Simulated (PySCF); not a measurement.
| atom | x (Å) | y (Å) | z (Å) |
| --- | --- | --- | --- |
| C | 0.1235 | 0.9078 | 0.7945 |
| C | 1.1894 | 0.3865 | 0.0798 |
| C | 0.9610 | -0.7074 | -0.7424 |
| N | -0.2265 | -1.2861 | -0.8845 |
| C | -1.2404 | -0.7764 | -0.1935 |
| C | -1.1200 | 0.3137 | 0.6561 |
| H | 0.2598 | 1.7616 | 1.4486 |
| H | 2.1812 | 0.8158 | 0.1547 |
| H | 1.7758 | -1.1401 | -1.3166 |
| H | -2.2023 | -1.2647 | -0.3244 |
| H | -1.9841 | 0.6849 | 1.1938 |

Geometry: PBE0-D3(BJ)/def2-TZVP.

Method: PySCF, PBE0/pcSseg-2, SCF density, gas phase, non-relativistic.

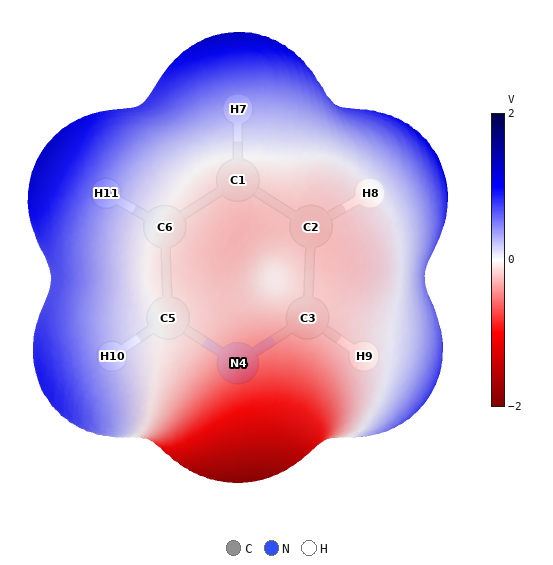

C5H5N (SMILES c1ccncc1). The molecular electrostatic potential painted on the density surface at 0.002 e/bohr³, seen at a tilt; red is negative and blue positive.

> Describe the electrostatic potential map.

The most negative region (about −1.8 V) lies over N4, the most positive (about +1.3 V) over H7, H8 and H11. N4 is the likeliest acceptor of a hydrogen bond.

> How polar is the molecule by this calculation?

Its dipole moment is 2.26 D.
